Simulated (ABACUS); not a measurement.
## BN: geometry relaxation (part 3 of 3)

BN (F-43m, 2 atoms in the cell); Kohn-Sham DFT of a periodic cell, HCTH407, SSSP 1.3 efficiency PBE, no spin polarisation (ABACUS 3.10.1); cutoff 748.31 eV, 10×10×10 k-mesh, fermi-dirac of 0.05 eV. The structure derives from a Materials Project entry.

Geometry of the input (Å; fractional positions):
```
0.0000  1.8130  1.8130
1.8130  0.0000  1.8130
1.8130  1.8130  0.0000
N  0.2500  0.2500  0.2500
B  0.0000  0.0000  0.0000
```

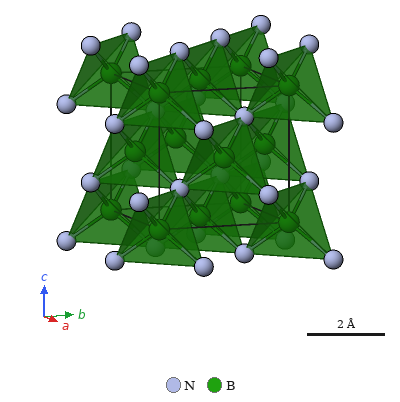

**Figure 1.** The starting structure (polyhedral view of the cell 4 times as large as that of the calculation, set on its symmetry axes, seen slightly off an axis; polyhedra are completed across the faces of the cell).

**Summary**

```csv
quantity,value
outcome,converged
space group (tolerance 0.01 Å),F-43m (216)
electrons treated,8
free energy,−366.7360 eV
Fermi energy,14.926 eV
gap on the k-point mesh,4.91 eV
pressure,−0.07 GPa
final volume,11.55 Å³
largest force (length of the vector) at the end,under 0.001 eV/Å
final cell,"a = 2.538 Å, b = 2.538 Å, c = 2.538 Å, α = 60.00°, β = 60.00°, γ = 60.00°"
hardware,"4 threads of Intel Xeon (Sapphire Rapids), 16 GiB of memory available, shared host"
wall time,7 s (CPU time 27 s)
peak memory,0.36 GiB
```
